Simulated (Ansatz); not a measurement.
## Single-point calculation, with input and output: Al12H

- system: Al12H (slab, 13 atoms in the cell)
- method: DFT PBE+D3(BJ), scalar-relativistic, plane waves, PAW, PAW set soft_1, no spin polarisation (Ansatz 0.2.0)

The structure derives from an entry of the Crystallography Open Database. Figures and captions count atoms from 1; the log counts them from 0 in places.

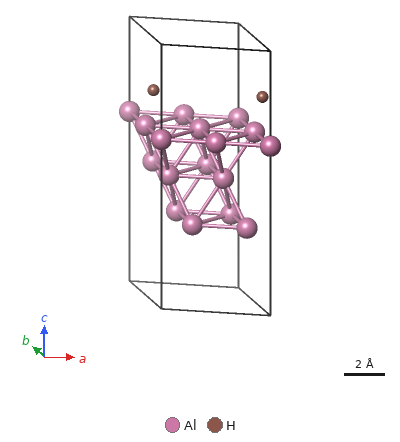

Figure 1. The input geometry (ball-and-stick view of the cell of the calculation, with the vacuum cut short, seen slightly off an axis). An atom can appear more than once, as a periodic image.

Key numbers

- outcome: converged
- electrons treated: 37
- free energy: −6464.5099 eV
- work function, top face: 5.20 eV
- work function, bottom face: 3.94 eV
- Fermi energy: −0.350 eV
- gap on the k-point mesh: none (metallic)
- work function (upper face): 5.20 eV
- largest force (length of the vector): 1.411 eV/Å
- hardware: 1 thread of Intel Xeon @ 2.50GHz (Skylake/Cascade Lake), 16 GiB of memory available, shared host
- wall time: 20 s
- peak memory: 0.69 GiB

The input
```yaml
crystal:
  lattice:
    - [5.6314608525, 0.0, 0.0]
    - [-2.8157304263, 4.8769881587, 0.0]
    - [0.0, 0.0, 21.5684292007]
  atoms:
    - { symbol: Al, position: [0.3333333333, 0.1666666667, 0.1854562501] }
    - { symbol: Al, position: [0.3333333333, 0.6666666667, 0.1854562501] }
    - { symbol: Al, position: [0.8333333333, 0.1666666667, 0.1854562501] }
    - { symbol: Al, position: [0.8333333333, 0.6666666667, 0.1854562501] }
    - { symbol: Al, position: [0.1666666667, 0.3333333333, 0.2913950739] }
    - { symbol: Al, position: [0.1666666667, 0.8333333333, 0.2913950739] }
    - { symbol: Al, position: [0.6666666667, 0.3333333333, 0.2913950739] }
    - { symbol: Al, position: [0.6666666667, 0.8333333333, 0.2913950739] }
    - { symbol: Al, position: [0.0, 0.0, 0.3972671872] }
    - { symbol: Al, position: [0.0, 0.5, 0.3972671872] }
    - { symbol: Al, position: [0.5, 0.0, 0.3972671872] }
    - { symbol: Al, position: [0.5, 0.5, 0.3972671872] }
    - { symbol: H, position: [0.0, 0.25, 0.4992681247] }
basis:
  ecutwfc: 420
kpoints:
  mp_grid: { grid: [6, 6, 1] }
hamiltonian:
  xc: pbe
  pseudopotentials: { kind: paw, azcp: { folder: soft_1 } }
  dispersion: d3bj
scf:
  occupations: { method: gaussian, width: 0.1 }
output:
  forces: true
  eigenvalues: true
efield:
  axis: 3
  dipole_correction: true
  ramp_width: 0.04
```

Launched with:
```bash
ansatz run input.yaml --threads 1 --pin off --max-ram 3072MiB --backend cpu --events-out ev --progress --plain --runs-dir out
```

What the program printed
```
Engine: ansatz 0.2.0, x86_64-unknown-linux-gnu
Pseudopotentials: kind: paw
Pseudopotential: Al, paw, valence charge 3, recommended cutoff 420 eV (normal), [file]
Pseudopotential: H, paw, valence charge 1, recommended cutoff 420 eV (normal), [file]
Functional definition: PBE
  parameter kappa = 0.804
  parameter beta = 0.06672455060314922
  exchange = pbe_x(kappa = kappa, mu = beta*pi^2/3)
  correlation = pbe_c(beta = beta)
Crystal: 13 atoms, lattice volume = 592.368 Å³
Basis set: ecut = 420 eV, 11605 PW (Γ), exchange–correlation on 80×80×300 points (8 copies of the dense FFT grid, shifted against one another)
Bands: 32, of which v1, the nominal top of the filled ones, is band 19 counted from 1 (18 counted from 0)
Symmetry: 2 space group operations
Space group: Cm (ITA 8), of the structure as read, at distance tolerance 8.4e-5 Å
k-points: 13 of 36 (time reversal used)
Non-local potential: Al, projectors of the file, l = 0: 2, l = 1: 2, l = 2: 1
Non-local potential: H, projectors of the file, l = 0: 2, l = 1: 1
PAW form: soft (Blöchl's): semilocal exchange-correlation on the pseudo side does not see the compensation charge
PAW one-centre angular grid: Al, 110 points (default); XC on 64 Gauss nodes
PAW one-centre angular grid: H, 110 points (default); XC on 64 Gauss nodes
Initial wavefunctions: pseudopotential atomic-orbital guess
Functional: x = pbe(κ = 0.804, μ = 0.2195149727645171), c = pbe(β = 0.06672455060314922)
SCF iter   1: F=—  HF=-6466.716692 eV  |F-HF|=—  |Δ(HF+E_count)|=         —  Δρ=1.86e-2  dr2=1.18e1  ethr=3.10e-3  p=-0.000 e·Å  D=-3.94e-8 V/Å  ΔV_dip=0.00 eV  dr2_dipole=2.75e-1  V_vac-E_F(+/−)=6.65/6.65 eV  ⟨swp⟩=9.5  Hψ=2698  notcnv=0
efield: sawtooth ramp at fractional position 0.8224 (placed from the atoms, in the widest stretch of the axis that holds none; the zero of the levels goes with the place), width 0.0400; the density the first Hamiltonian is built on has a dipole p = -0.000 e·Å; the dipole correction subtracts the counter field D = -3.94e-8 V/Å, which shifts the + side's vacuum level by +0.00 eV against the − side's; the planar-averaged density in the ramp window peaks in size at 6.0e-7 e/Å³
preconditioner: auto → LDOS  [metal: Δε(μ)=0.079 eV  Ē_g=6.623 eV  σ=0.100 eV  W_gap=0.39  n_scr=52 (ndim 8)  ℏωp=9.3 eV  f_vac=0.511  D(μ)=4.18/eV (n_scr^D=6)  β→1.0]
SCF iter   2: F=—  HF=-6465.227306 eV  |F-HF|=—  |Δ(HF+E_count)|=    1.49e0  Δρ=1.14e-2  dr2=6.16e0  ethr=3.10e-3  p=-0.303 e·Å  D=-9.26e-2 V/Å  ΔV_dip=2.00 eV  dr2_dipole=4.54e-2  V_vac-E_F(+/−)=5.05/3.05 eV  ⟨swp⟩=4.4  Hψ=1063  notcnv=0  defer=66
SCF iter   3: F=—  HF=-6464.523114 eV  |F-HF|=—  |Δ(HF+E_count)|=   7.04e-1  Δρ=2.51e-3  dr2=1.03e-1  ethr=3.10e-3  p=-0.174 e·Å  D=-5.32e-2 V/Å  ΔV_dip=1.15 eV  dr2_dipole=1.23e-2  V_vac-E_F(+/−)=5.47/4.32 eV  ⟨swp⟩=3.7  Hψ=941  notcnv=0  defer=67
SCF iter   4: F=—  HF=-6464.510038 eV  |F-HF|=—  |Δ(HF+E_count)|=   1.31e-2  Δρ=7.43e-4  dr2=8.33e-3  ethr=2.78e-4  p=-0.197 e·Å  D=-6.02e-2 V/Å  ΔV_dip=1.30 eV  dr2_dipole=2.53e-4  V_vac-E_F(+/−)=5.27/3.97 eV  ⟨swp⟩=2.3  Hψ=598  notcnv=0  defer=67
SCF iter   5: F=—  HF=-6464.509902 eV  |F-HF|=—  |Δ(HF+E_count)|=   1.36e-4  Δρ=2.89e-4  dr2=1.24e-3  ethr=2.25e-5  p=-0.193 e·Å  D=-5.88e-2 V/Å  ΔV_dip=1.27 eV  dr2_dipole=6.80e-7  V_vac-E_F(+/−)=5.22/3.95 eV  ⟨swp⟩=2.4  Hψ=585  notcnv=0  defer=67
SCF iter   6: F=—  HF=-6464.509844 eV  |F-HF|=—  |Δ(HF+E_count)|=   5.75e-5  Δρ=8.38e-5  dr2=7.61e-5  ethr=3.36e-6  p=-0.191 e·Å  D=-5.83e-2 V/Å  ΔV_dip=1.26 eV  dr2_dipole=4.25e-6  V_vac-E_F(+/−)=5.20/3.94 eV  ⟨swp⟩=2.4  Hψ=558  notcnv=0  defer=67
SCF iter   7: F=—  HF=-6464.509876 eV  |F-HF|=—  |Δ(HF+E_count)|=   3.15e-5  Δρ=2.57e-5  dr2=5.57e-6  ethr=2.06e-7  p=-0.190 e·Å  D=-5.82e-2 V/Å  ΔV_dip=1.25 eV  dr2_dipole=4.84e-7  V_vac-E_F(+/−)=5.20/3.94 eV  ⟨swp⟩=2.5  Hψ=685  notcnv=0  defer=67
SCF iter   8: F=—  HF=-6464.509878 eV  |F-HF|=—  |Δ(HF+E_count)|=   2.20e-6  Δρ=6.89e-6  dr2=8.65e-7  ethr=1.51e-8  p=-0.190 e·Å  D=-5.81e-2 V/Å  ΔV_dip=1.25 eV  dr2_dipole=9.89e-8  V_vac-E_F(+/−)=5.20/3.94 eV  ⟨swp⟩=2.6  Hψ=609  notcnv=0  defer=67
SCF iter   9: F=-6464.509878 eV  HF=-6464.509878 eV  |F-HF|=6.96e-8  |Δ(HF+E_count)|=   4.29e-7  Δρ=1.65e-6  dr2=3.19e-8  ethr=2.70e-10  p=-0.190 e·Å  D=-5.81e-2 V/Å  ΔV_dip=1.25 eV  dr2_dipole=4.93e-11  V_vac-E_F(+/−)=5.20/3.94 eV  ⟨swp⟩=24.1  Hψ=3387  notcnv=0
SCF 1 converged in 9 iterations: F = -6464.509878 eV  dr2 = 3.19e-8
  greatest PAW one-centre occupation: 0.467 electrons in one spin orbital (limit 2), on the Al atom at site 10 (counted from 0), in its partial waves of l = 0
SCF converged after 9 iterations
Free energy (F): -6464.509878 eV
Harris-Foulkes:  -6464.509878 eV  (|F-HF|=6.96e-8)
Internal energy: -6464.476125 eV  (E = F + TS)
E sigma→0 (E₀):  -6464.493002 eV
Entropy (-TS):   -0.033753 eV (-2.596 meV/atom)
Fermi energy:    -0.350383 eV
Dipole field:    D = -0.058115 V/Å  (p = -0.190246 e·Å, saw-weighted, corrected)
Work function:   Φ+ = 5.1971 eV   Φ− = 3.9437 eV
Levels:          The Fermi level and band energies are counted from a zero that moves with the ramp; work functions are not
--- Per-component energies (eV) ---
  E_band       = -166.798612
  E_kinetic    = 274.020574
  E_local      = -7145.816252  (includes V_loc(G=0)·N_el)
  E_nonlocal   = 122.539041
  E_hartree    = 3489.954751
  E_xc         = -454.604066
  E_vxc        = -352.575101  (∫ρ·V_xc dr)
  E_paw        = -5633.574643  (= ΣΔE_a)
  E_vpaw       = -42.786950  (= ΣTr[D̂ρ^β])
  E_aug_tail   = -0.000773  (compensation charges beyond the density's cutoff)
  E_efield     = 0.005528  (sawtooth field / dipole correction)
  E_vefield    = -2.093116  (∫n·V_field dr)
  E_ewald      = 2885.936607
  E_disp       = -2.936892  (pairwise vdW)
  E_smearing   = -0.033753  (= −TS)
  E_closure    = 0.000000  (closes the sum)
  Σ components = -6464.509878   (vs F -6464.509878, Δ=0.00e0)
--- Forces (eV/Å), atoms counted from 1 ---
  atom   1  Al     0.11153507    -0.00162953    -0.11661405
  atom   2  Al     0.05435632     0.09740698    -0.11661405
  atom   3  Al    -0.10227648    -0.05904936    -0.02151661
  atom   4  Al    -0.07295750    -0.04212203    -0.15953739
  atom   5  Al     0.00345264     0.00199338     0.20125703
  atom   6  Al     0.01955276     0.01128879    -0.11746445
  atom   7  Al    -0.02442085     0.06008499    -0.04178674
  atom   8  Al     0.03982470    -0.05119157    -0.04178674
  atom   9  Al    -0.06142224     0.22224375     0.83419932
  atom  10  Al     0.16175761    -0.16431510     0.83419932
  atom  11  Al    -0.12887657    -0.07440692     0.05331467
  atom  12  Al     0.02717362     0.01568870     0.10337319
  atom  13  H     -0.02769976    -0.01599247    -1.41100194
  max |Σ_I F_I| component: 2.16e-5 eV/Å
--- Band table (eV; the first three rows and the last of 13) ---
  k-point 0: bands = ["-11.2074", "-9.4593", "-6.7250", "-5.2109", "-5.2000", "-5.1848", "-5.1369", "-5.1160", "-5.1142", "-3.8628", "-3.7425", "-3.7409", "-3.6748", "-3.1787", "-3.1464", "-3.1365", "-1.5390", "-0.7266", "-0.7163", "-0.6480", "-0.4969", "-0.4931", "-0.3372", "0.9095", "2.2593", "2.2731", "2.2913", "2.3201", "2.3353", "2.4599", "3.3131", "4.2963"]
  k-point 1: bands = ["-11.0354", "-9.2888", "-6.9742", "-6.5558", "-5.9815", "-5.9781", "-5.2764", "-4.3328", "-4.3040", "-4.0337", "-4.0290", "-3.5878", "-3.2009", "-2.4648", "-2.3405", "-2.3312", "-1.6170", "-1.3386", "-1.1855", "-0.8881", "0.4267", "0.4614", "0.4983", "1.0313", "1.4634", "1.5048", "1.8258", "3.1983", "3.3377", "3.4705", "3.7397", "3.7734"]
  k-point 2: bands = ["-10.5208", "-8.7786", "-8.4819", "-6.7603", "-6.4774", "-6.4734", "-6.0493", "-4.7977", "-4.7726", "-4.0808", "-3.1311", "-2.7274", "-2.7176", "-2.0388", "-1.9018", "-1.3814", "-0.8140", "-0.7281", "-0.5571", "-0.2947", "0.8320", "0.8503", "1.1237", "1.2040", "1.3290", "1.6552", "2.1162", "2.1748", "2.9761", "3.2260", "3.2440", "3.7391"]
  k-point 12: bands = ["-9.6746", "-9.6603", "-7.9513", "-7.9147", "-6.6429", "-6.6389", "-5.2746", "-5.1601", "-4.9537", "-4.9315", "-2.7318", "-2.3391", "-2.2756", "-2.0731", "-0.9300", "-0.8915", "-0.6379", "-0.5351", "-0.4090", "0.6076", "0.6094", "0.9392", "1.0325", "1.3789", "1.3897", "1.3899", "1.9541", "2.3983", "2.7143", "3.6609", "3.6782", "3.8498"]
```

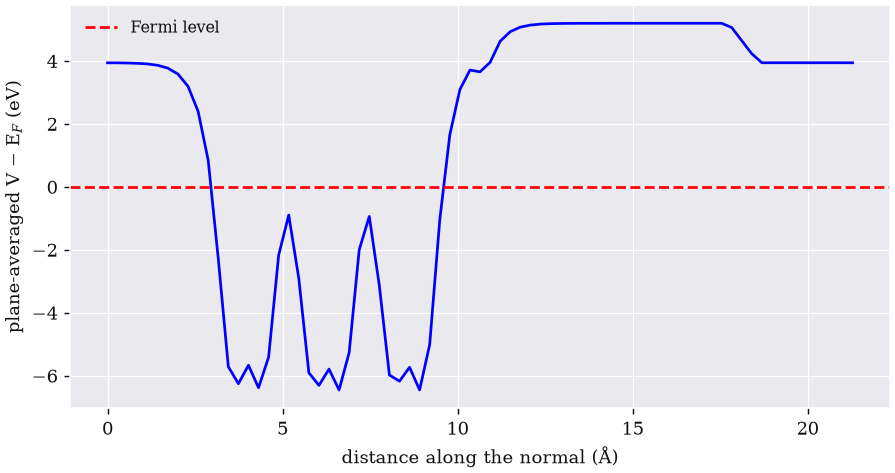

Figure 2. Plane average of the electrostatic potential energy of an electron across the cell, from the Fermi level. The vacuum level lies 5.20 eV above the Fermi level on the upper side and 3.94 eV on the lower.

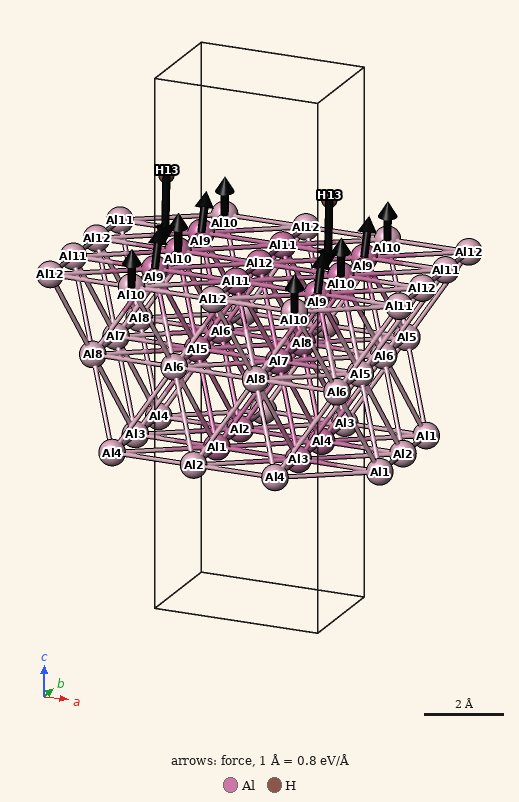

Figure 3. Forces on the atoms as black arrows (ball-and-stick view of the cell of the calculation, with the vacuum cut short, seen slightly off an axis; neighbours outside the cell are drawn fainter; atoms are numbered from 1 in the order of the input); the smallest are left out. The largest act on H13 (1.41 eV/Å); Al9, Al10 (0.87 eV/Å). The geometry is not a stationary point of this energy.

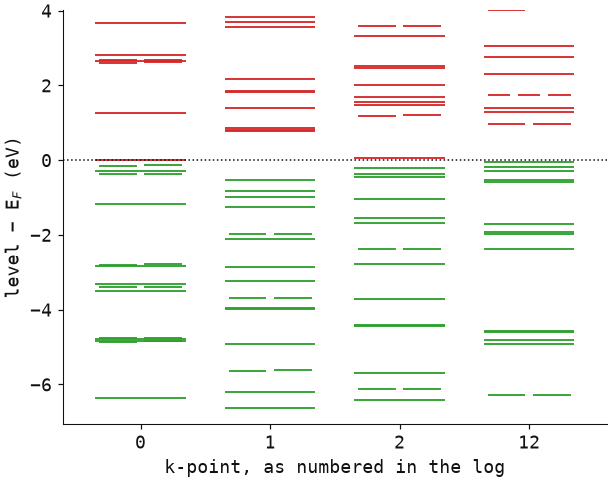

Figure 4. Kohn–Sham levels near the Fermi level (dotted) at the few k-points that the log prints; levels within 0.02 eV of each other stand side by side. The system is metallic on the full mesh.
